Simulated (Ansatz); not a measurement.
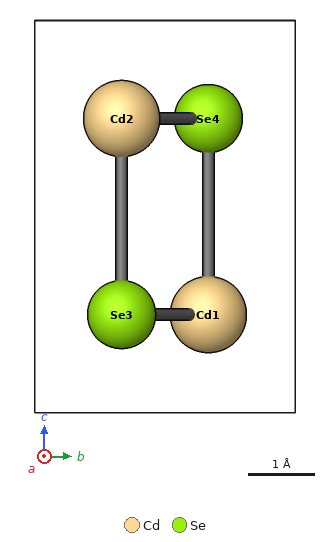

**Figure 1.** The input geometry of run A (ball-and-stick view of the cell of the calculation, along the a axis; atoms are numbered from 1 in the order of the input). Near neighbours in the crystal (not all of them lie inside the picture): Cd has 5 Se at 2.66 to 3.00 Å; Se has 5 Cd at 2.66 to 3.00 Å.

**CdSe: one change and its effect**

System: CdSe (P6₃/mmc, 4 atoms in the cell).
Method of run A: DFT, r2SCAN, plane waves, PAW, no spin polarisation (Ansatz 0.2.0).

The structure was built on a prototype by a generator. The geometry comes from this level: r2SCAN. Text and figures count atoms from 1; the logs count them from 0 in places.

**The input, run A**
```yaml
crystal:
  lattice:
    - [4.6022436983, 0.0, 0.0]
    - [-2.3011218492, 3.9856599571, 0.0]
    - [0.0, 0.0, 6.001622574]
  atoms:
    - { symbol: Cd, position: [0.3333333333, 0.6666666667, 0.25] }
    - { symbol: Cd, position: [0.6666666667, 0.3333333333, 0.75] }
    - { symbol: Se, position: [0.6666666667, 0.3333333333, 0.25] }
    - { symbol: Se, position: [0.3333333333, 0.6666666667, 0.75] }
kpoints:
  mp_grid: { grid: [6, 6, 4] }
  band_path:
    path:
      - [0.0, 0.0, 0.0]
      - [0.5, 0.0, 0.0]
      - [0.3333333333, 0.3333333333, 0.0]
      - [0.0, 0.0, 0.5]
      - [0.5, 0.0, 0.5]
      - [0.3333333333, 0.3333333333, 0.5]
    npoints: 1
hamiltonian:
  xc: r2scan
scf:
  occupations: { method: fixed }
  n_extra_bands: 5
output:
  forces: true
  stress: true
  eigenvalues: true
```

Command:
```bash
ansatz run input.yaml --threads 2 --pin off --max-ram 2764MiB --backend cpu --events-out ev --progress --plain --runs-dir out
```

Hardware: 2 threads of Arm Neoverse V1, 24 GiB of memory available, shared host.

**Output, shortened to warnings, some set-up lines, iterations and results (run A)**
```
Basis set: ecut = 500 eV, 2787 PW (Γ), exchange–correlation on 144×144×180 points (64 copies of the dense FFT grid, shifted against one another)
Symmetry: 24 space group operations
k-points: 21 of 144
Initial density: superposition of atomic densities (neutral atoms: chi_scale 0, normalization atom), corrected by the library's trained network
[...]
SCF iter   1: F=—  HF=-27495.270769 eV  |F-HF|=—  |Δ(HF+E_count)|=         —  Δρ=6.03e-3  dr2=3.37e-2  dr2_τ=3.23e-2  ethr=1.77e-3  ⟨swp⟩=4.7  Hψ=2609  notcnv=0  defer=63
SCF iter   2: F=—  HF=-27495.284207 eV  |F-HF|=—  |Δ(HF+E_count)|=   1.34e-2  Δρ=3.37e-3  dr2=9.00e-3  dr2_τ=1.16e-3  ethr=4.68e-5  ⟨swp⟩=2.7  Hψ=1672  notcnv=0  defer=63
SCF iter   3: F=—  HF=-27495.286254 eV  |F-HF|=—  |Δ(HF+E_count)|=   2.05e-3  Δρ=1.04e-3  dr2=1.15e-3  dr2_τ=7.73e-5  ethr=1.25e-5  ⟨swp⟩=2.0  Hψ=1017  notcnv=0  defer=63
SCF iter   4: F=—  HF=-27495.286576 eV  |F-HF|=—  |Δ(HF+E_count)|=   3.22e-4  Δρ=2.38e-4  dr2=5.29e-5  dr2_τ=3.20e-6  ethr=1.59e-6  ⟨swp⟩=2.0  Hψ=1433  notcnv=0  defer=63
SCF iter   5: F=—  HF=-27495.286641 eV  |F-HF|=—  |Δ(HF+E_count)|=   6.53e-5  Δρ=6.25e-5  dr2=6.93e-6  dr2_τ=1.90e-7  ethr=7.35e-8  ⟨swp⟩=2.0  Hψ=1218  notcnv=0  defer=30
SCF iter   6: F=—  HF=-27495.286643 eV  |F-HF|=—  |Δ(HF+E_count)|=   1.45e-6  Δρ=2.21e-5  dr2=6.92e-7  dr2_τ=1.47e-8  ethr=9.63e-9  ⟨swp⟩=2.0  Hψ=1178  notcnv=0  defer=49
SCF iter   7: F=-27495.286643 eV  HF=-27495.286643 eV  |F-HF|=3.04e-8  |Δ(HF+E_count)|=   2.18e-7  Δρ=6.75e-6  dr2=5.79e-8  dr2_τ=2.94e-9  ethr=1.39e-10  ⟨swp⟩=9.1  Hψ=3829  …
SCF 1 converged in 7 iterations: F = -27495.286643 eV  dr2 = 5.79e-8
NSCF: frozen V_eff on 6 k-points
SCF converged after 7 iterations
Free energy (F): -27495.286643 eV
Harris-Foulkes:  -27495.286643 eV  (|F-HF|=3.04e-8)
Internal energy: -27495.286643 eV  (E = F + TS)
E sigma→0 (E₀):  -27495.286643 eV
Fermi energy:    7.595189 eV
--- Per-component energies (eV) ---
  E_band       = -1832.199163
  E_kinetic    = 1248.724578
  E_local      = -12598.940679  (includes V_loc(G=0)·N_el)
  E_nonlocal   = -1120.816005
  E_hartree    = 6003.567345
  E_xc         = -533.105795
  E_vxc        = -702.607548  (∫ρ·V_xc dr)
  E_paw        = -12063.403368  (= ΣΔE_a)
  E_vpaw       = -710.439441  (= ΣTr[D̂ρ^β])
  E_aug_tail   = -0.000404  (compensation charges beyond the density's cutoff)
  E_vtau       = 44.729400  (kinetic-family band-sum trace: ∫τ·v_τ [+ j·A + Jᵃ·Aᵃ] dr)
  E_ewald      = -8426.653234
  E_core_change = -4.659082  (= ΣΔE_core)
  E_smearing   = -0.000000  (= −TS)
  E_closure    = 0.000000  (closes the sum)
  Σ components = -27495.286643   (vs F -27495.286643, Δ=0.00e0)
--- Forces (eV/Å), atoms counted from 1 ---
  atom   1  Cd    -0.00000000    -0.00000000     0.00000000
  atom   2  Cd     0.00000000     0.00000000     0.00000000
  atom   3  Se     0.00000000     0.00000000     0.00000000
  atom   4  Se    -0.00000000    -0.00000000     0.00000000
  max |Σ_I F_I| component: 1.85e-17 eV/Å
--- Stress (GPa, compression-positive) ---
       -0.048789      -0.000000       0.000000
       -0.000000      -0.048789       0.000000
        0.000000       0.000000      -0.009751
  P = ⅓ Tr σ = -0.0358 GPa (-0.358 kbar)
```

The input of run B differs as follows (lines with − go, lines with + come):
```diff
-  xc: r2scan
+  xc: pbe
```

Predict how the results change.

The total energies belong to different methods, so their difference says nothing on which is more stable or more accurate. The gap on the mesh goes from 0.72 to 0.24 eV. The pressure goes from −0.04 to 1.44 GPa. The functional changes from r2SCAN to PBE. The number of SCF iterations is the same. The default cutoff goes from 500 to 420 eV with the change. The plane waves at Γ go from 2787 to 2187. On the same kind of shared host run B took about 0.45 times as long.

**Output, shortened to warnings, some set-up lines, iterations and results (run B)**
```
Basis set: ecut = 420 eV, 2187 PW (Γ), exchange–correlation on 64×64×90 points (8 copies of the dense FFT grid, shifted against one another)
Symmetry: 24 space group operations
k-points: 21 of 144
Initial density: superposition of atomic densities (neutral atoms: chi_scale 0, normalization atom), corrected by the library's trained network
[...]
SCF iter   1: F=—  HF=-27449.153035 eV  |F-HF|=—  |Δ(HF+E_count)|=         —  Δρ=6.25e-4  dr2=2.59e-4  ethr=1.77e-3  ⟨swp⟩=4.5  Hψ=2608  notcnv=0  defer=62
SCF iter   2: F=—  HF=-27449.154583 eV  |F-HF|=—  |Δ(HF+E_count)|=   1.55e-3  Δρ=4.03e-4  dr2=1.25e-4  ethr=3.59e-7  ⟨swp⟩=2.8  Hψ=1856  notcnv=0  defer=63
SCF iter   3: F=—  HF=-27449.154918 eV  |F-HF|=—  |Δ(HF+E_count)|=   3.35e-4  Δρ=1.37e-4  dr2=1.82e-5  ethr=1.73e-7  ⟨swp⟩=2.0  Hψ=1280  notcnv=0  defer=63
SCF iter   4: F=—  HF=-27449.154944 eV  |F-HF|=—  |Δ(HF+E_count)|=   2.57e-5  Δρ=6.54e-5  dr2=5.19e-6  ethr=2.53e-8  ⟨swp⟩=2.0  Hψ=1428  notcnv=0  defer=25
SCF iter   5: F=—  HF=-27449.154950 eV  |F-HF|=—  |Δ(HF+E_count)|=   6.23e-6  Δρ=3.72e-5  dr2=1.90e-6  ethr=7.21e-9  ⟨swp⟩=2.4  Hψ=1223  notcnv=0  defer=44
SCF iter   6: F=—  HF=-27449.154953 eV  |F-HF|=—  |Δ(HF+E_count)|=   2.36e-6  Δρ=1.19e-5  dr2=1.72e-7  ethr=2.64e-9  ⟨swp⟩=2.1  Hψ=1394  notcnv=0  defer=47
SCF iter   7: F=-27449.154953 eV  HF=-27449.154953 eV  |F-HF|=1.56e-10  |Δ(HF+E_count)|=   2.32e-7  Δρ=7.48e-6  dr2=4.26e-8  ethr=1.39e-10  ⟨swp⟩=9.0  Hψ=3798  notcnv=0
SCF 1 converged in 7 iterations: F = -27449.154953 eV  dr2 = 4.26e-8
NSCF: frozen V_eff on 6 k-points
SCF converged after 7 iterations
Free energy (F): -27449.154953 eV
Harris-Foulkes:  -27449.154953 eV  (|F-HF|=1.56e-10)
Internal energy: -27449.154953 eV  (E = F + TS)
E sigma→0 (E₀):  -27449.154953 eV
Fermi energy:    7.896487 eV
--- Per-component energies (eV) ---
  E_band       = -1757.067999
  E_kinetic    = 1247.111952
  E_local      = -12590.562661  (includes V_loc(G=0)·N_el)
  E_nonlocal   = -1124.040072
  E_hartree    = 5996.644760
  E_xc         = -561.691964
  E_vxc        = -639.314695  (∫ρ·V_xc dr)
  E_paw        = -11989.962569  (= ΣΔE_a)
  E_vpaw       = -643.569857  (= ΣTr[D̂ρ^β])
  E_aug_tail   = -0.001163  (compensation charges beyond the density's cutoff)
  E_ewald      = -8426.653234
  E_smearing   = -0.000000  (= −TS)
  E_closure    = -0.000000  (closes the sum)
  Σ components = -27449.154953   (vs F -27449.154953, Δ=0.00e0)
--- Forces (eV/Å), atoms counted from 1 ---
  atom   1  Cd    -0.00000000    -0.00000000     0.00000000
  atom   2  Cd     0.00000000     0.00000000     0.00000000
  atom   3  Se     0.00000000     0.00000000     0.00000000
  atom   4  Se    -0.00000000    -0.00000000     0.00000000
  max |Σ_I F_I| component: 7.63e-17 eV/Å
--- Stress (GPa, compression-positive) ---
        1.517802      -0.000000       0.000000
       -0.000000       1.517802       0.000000
        0.000000       0.000000       1.287513
  P = ⅓ Tr σ = 1.4410 GPa (14.410 kbar)
```

**The two runs side by side**

| quantity | run A | run B |
| --- | --- | --- |
| outcome | converged | converged |
| free energy per atom (eV) | −6873.8217 | −6862.2887 |
| gap on the mesh (eV) | 0.72 | 0.24 |
| pressure (GPa) | −0.04 | 1.44 |
| largest force (eV/Å) | 0.000 | 0.000 |
| SCF iterations | 7 | 7 |
| irreducible k-points | 21 | 21 |
| plane waves at Γ | 2787 | 2187 |
| wall time (shared host) | 8 s | 3.6 s |
